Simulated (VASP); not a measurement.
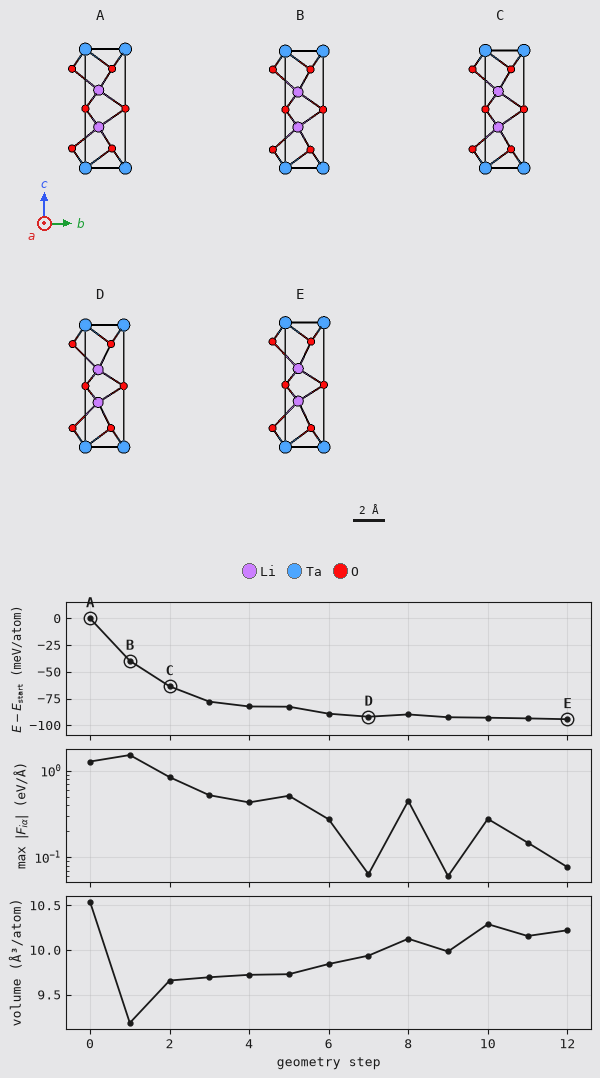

Frames of a relaxation of solid Li₂TaO₃ (a generated structure, set up in P-6m2), marked on the history of the run. The picture is a ball-and-stick view of the cell of the calculation, seen along the a axis.

The run lets cell and atoms move.

Method: Kohn-Sham DFT of a periodic cell, PBE, VASP PAW PBE potentials, recommended in VASP 6.6.1.

Input
```
SYSTEM = Li2TaO3
  PREC = Normal
  ENCUT = 520
  EDIFF = 1E-4
  ISMEAR = 0
  SIGMA = 0.15
  LREAL = .False.
  LASPH = .True.
  NELM = 60
  ALGO = Fast
  ISIF = 3
  LWAVE = .False.
  LCHARG = .False.
  GGA = PE
  IBRION = 2
  NSW = 24
  EDIFFG = -0.08
```

Run as
```bash
cat potpaw_PBE.64/Li_sv/POTCAR potpaw_PBE.64/Ta_pv/POTCAR potpaw_PBE.64/O/POTCAR > POTCAR
mpirun -np 1 vasp_std > vasp.out
```

**Describe the path.**

The largest moves relative to the cell, 0.20 Å, are those of Li atoms. By element the largest moves are Li 0.20 Å, O 0.11 Å. Ta stays in place. The drawn cell changes as follows: a = b 3.050 → 2.937 Å (−3.7 %), c 7.850 → 8.211 Å (+4.6 %); the volume changes by −3.0 %. Among the contacts that change: Li–Li 2.433 → 2.142 Å, Li–O 2.258 → 2.462 Å, Li–O 2.140 → 2.005 Å, Ta–Ta 3.050 → 2.937 Å. Bond angles that change, for instance: Li–O–Li 69.3° → 64.6°, Li–O–Li 90.9° → 94.1°, O–Li–O 90.9° → 94.1°. The space group stays P-6m2 (No. 187). Over 12 geometry steps the energy falls by 94.4 meV per atom. The largest force component goes from 1.3 to 0.077 eV/Å. Pressure: −14.08 GPa at the start and 0.02 GPa at the end. From step 0 to 1: O atoms move most (0.06 Å), volume −12.9 %, energy −39.7 meV per atom. From step 1 to 2: O atoms move most (0.02 Å), volume +5.2 %, energy −23.9 meV per atom. From step 2 to 7: Li atoms move most (0.15 Å), volume +2.9 %, energy −28.4 meV per atom. From step 7 to 12: O atoms move most (0.03 Å), volume +2.9 %, energy −2.3 meV per atom.

```json
{"step": "0", "E − E(0), meV/atom": "0.00", "largest force component, eV/Å": "1.2755", "pressure, GPa": "-14.08", "volume, Å³/atom": "10.540"}
{"step": "1", "E − E(0), meV/atom": "-39.73", "largest force component, eV/Å": "1.5165", "pressure, GPa": "15.51", "volume, Å³/atom": "9.183"}
{"step": "2", "E − E(0), meV/atom": "-63.59", "largest force component, eV/Å": "0.8421", "pressure, GPa": "2.25", "volume, Å³/atom": "9.658"}
{"step": "3", "E − E(0), meV/atom": "-77.93", "largest force component, eV/Å": "0.5204", "pressure, GPa": "1.46", "volume, Å³/atom": "9.695"}
{"step": "4", "E − E(0), meV/atom": "-82.43", "largest force component, eV/Å": "0.4301", "pressure, GPa": "1.23", "volume, Å³/atom": "9.722"}
{"step": "5", "E − E(0), meV/atom": "-82.64", "largest force component, eV/Å": "0.5131", "pressure, GPa": "1.02", "volume, Å³/atom": "9.729"}
{"step": "6", "E − E(0), meV/atom": "-89.18", "largest force component, eV/Å": "0.2741", "pressure, GPa": "1.44", "volume, Å³/atom": "9.844"}
{"step": "7", "E − E(0), meV/atom": "-92.02", "largest force component, eV/Å": "0.0637", "pressure, GPa": "1.60", "volume, Å³/atom": "9.937"}
{"step": "8", "E − E(0), meV/atom": "-89.88", "largest force component, eV/Å": "0.4475", "pressure, GPa": "2.35", "volume, Å³/atom": "10.127"}
{"step": "9", "E − E(0), meV/atom": "-92.49", "largest force component, eV/Å": "0.0605", "pressure, GPa": "1.92", "volume, Å³/atom": "9.984"}
{"step": "10", "E − E(0), meV/atom": "-92.94", "largest force component, eV/Å": "0.2772", "pressure, GPa": "-2.32", "volume, Å³/atom": "10.290"}
{"step": "11", "E − E(0), meV/atom": "-93.57", "largest force component, eV/Å": "0.1476", "pressure, GPa": "-0.55", "volume, Å³/atom": "10.157"}
{"step": "12", "E − E(0), meV/atom": "-94.35", "largest force component, eV/Å": "0.0769", "pressure, GPa": "0.02", "volume, Å³/atom": "10.222"}
```
